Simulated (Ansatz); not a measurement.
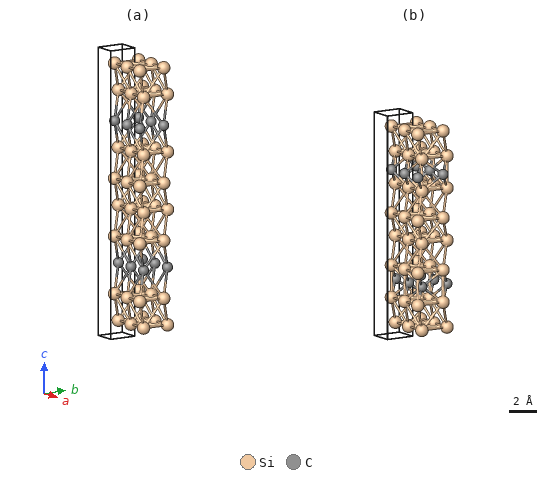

The structure of crystalline Si$_{4}$C (a generated structure, set up in P6_3/mmc) (coarse preliminary run) before (left) and after (right) a relaxation, at one scale.

A ball-and-stick model of the cell of the calculation, repeated 3 × 2 × 1 with one cell outlined, seen slightly off an axis.

Computed with DFT PBE, scalar-relativistic, plane waves, PAW (Ansatz 0.2.0).

Input
```yaml
crystal:
  lattice:
    - [2.7895866, 0.0, 0.0]
    - [-1.3947933, 2.41585286, 0.0]
    - [0.0, 0.0, 21.84173446]
  atoms:
    - { symbol: Si, position: [0.33333333, 0.66666667, 0.85] }
    - { symbol: Si, position: [0.33333333, 0.66666667, 0.05] }
    - { symbol: Si, position: [0.33333333, 0.66666667, 0.45] }
    - { symbol: Si, position: [0.33333333, 0.66666667, 0.65] }
    - { symbol: Si, position: [0.66666667, 0.33333333, 0.95] }
    - { symbol: Si, position: [0.66666667, 0.33333333, 0.15] }
    - { symbol: Si, position: [0.66666667, 0.33333333, 0.35] }
    - { symbol: Si, position: [0.66666667, 0.33333333, 0.55] }
    - { symbol: C, position: [0.33333333, 0.66666667, 0.25] }
    - { symbol: C, position: [0.66666667, 0.33333333, 0.75] }
basis:
  ecutwfc: 420
kpoints:
  mp_grid: { grid: [6, 6, 1] }
hamiltonian:
  xc: pbe
scf:
  occupations: { method: gaussian, width: 0.1 }
  lower_state_search: "off"
output:
  forces: true
  stress: true
  eigenvalues: true
relax:
  adjacent_minimum: "off"
  f_tol: 0.04
  max_steps: 70
  cell: { stress_tol: 0.4 }
```

Launched with:
```bash
ansatz run input.yaml --threads 1 --pin off --max-ram 2560MiB --backend cpu --events-out ev --progress --plain --runs-dir out
```

Summarise the run.

Answer. The largest moves relative to the cell, 0.47 Å, are those of Si1, Si4, Si6 and Si7. Si4 goes along +c. C stays in place. The volume changes by −14.5 %, with a = b 2.790 → 2.931 Å (+5.1 %), c 21.842 → 16.926 Å (−22.5 %). Some distances before and after: Si1–Si4 4.368 → 2.437 Å, Si1–C10 2.714 → 2.085 Å, Si2–Si5 2.714 → 2.533 Å, Si1–Si1 2.790 → 2.931 Å. Among the angles between lasting bonds that change: Si2–Si5–Si2 61.9° → 70.7°, Si1–Si5–Si2 107.2° → 98.8°, Si5–Si1–Si5 61.9° → 66.5°. The space group stays P6_3/mmc (No. 194). After 18 accepted moves (21 points after the start) the energy has fallen by 798 meV per atom. The largest force component goes from 1.5 to 0.011 eV/Å. The pressure goes from −10.16 to 0.09 GPa. The line search rejected the trial steps at points 5, 8 of the run. At 1 point the geometry stayed and the basis and grid were re-selected for the new cell (energy shift of 0.4 meV per atom at most each time). Cost: 41 s on 1 thread of Intel(R) Xeon(R) Platinum 8488C (Sapphire Rapids), on a shared host, peak memory 0.45 GiB.

Limits of the set-up: the k-point mesh is coarse for a cell with partly filled bands.
